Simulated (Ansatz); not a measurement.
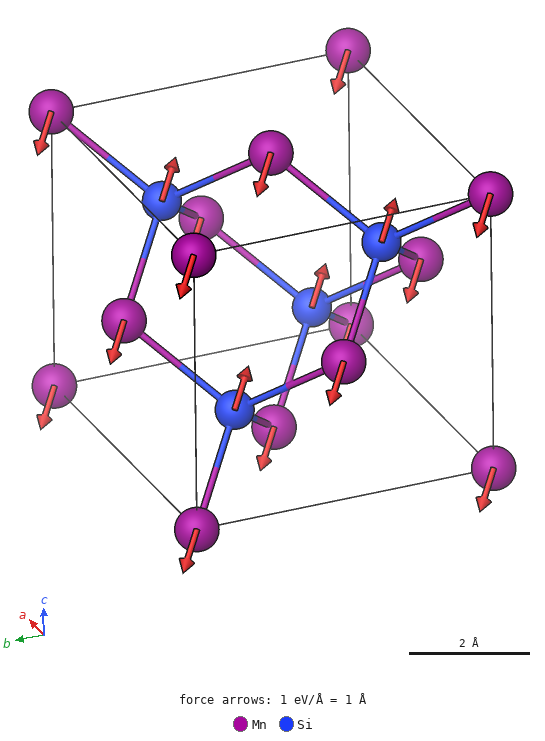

A changed version of a crystal of MnSi (a generated structure, set up in F-43m), with the computed forces as red arrows. Besides, the cell is strained by −4.0 % along [1 −1 1] and +2.0 % across it (volume −0.1 %). The picture is a ball-and-stick view of the conventional cell (4 times the calculation's cell), seen from a free direction. Lengths and directions refer to the drawn axes.

Method: DFT, PBE, PAW with Ansatz's default frozen-core files, scalar-relativistic in Ansatz 0.2.0. (plane-wave cutoff 420 eV; k-point mesh 10 × 10 × 10; occupations fermi dirac; smearing width 0.05 eV; collinear spin)

### Where do the forces point?

The atoms keep their fractional coordinates. No relaxation follows. It costs 14.4 meV per atom. Pressure: 0.0 GPa before, 0.4 GPa after. The principal stresses (compression positive) are 4.4 GPa along [1 −1 1] and −1.6 GPa across it. The largest forces, 0.84 eV/Å, act on Mn and Si; on the Si atom it points along [1 −1 1]. The absolute magnetisation per cell goes from 3.28 to 3.27 μB (net moment 2.57 and 2.57 μB). Some distances before and after: Mn–Si 2.347 → 2.253 to 2.379 Å. The space group (tolerance 0.01 Å) goes from F-43m (No. 216) to R3m (No. 160).
